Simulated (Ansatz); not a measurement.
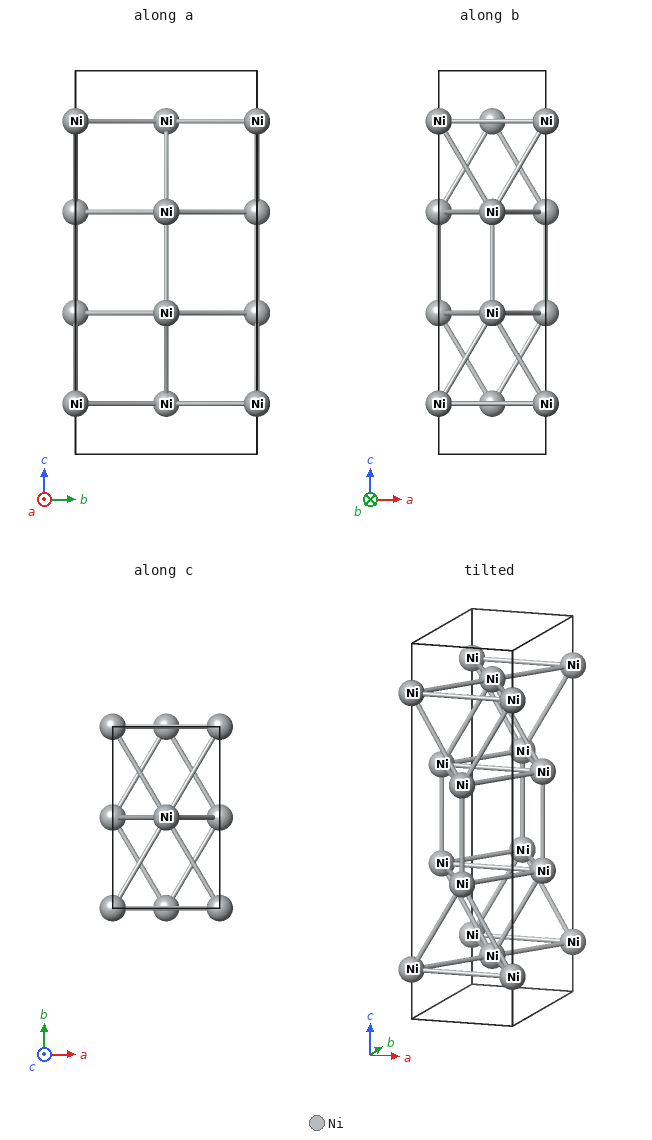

Shown here is a ball-and-stick view of the crystal, taken along the a axis, along the b axis, along the c axis and slightly off an axis. The lines enclose the conventional unit cell; boundary atoms appear with their images.

Lattice parameters: a = 2.470 Å, b = 4.188 Å, c = 8.851 Å, α = 90.00°, β = 90.00°, γ = 90.00°.

Write down what is shown as a table of Wyckoff sites, with free fractional coordinates to two decimals.

Answer. Space group Fmmm (No. 69).
```tsv
atom	site	x	y	z
Ni	8i	0.50	0.00	0.37
```

Its origin is a structure type filled with this element by a generator (whether the element takes this form wasn't checked). It is drawn as it came out of a relaxation with DFT PBE, scalar-relativistic, plane waves, PAW in Ansatz.
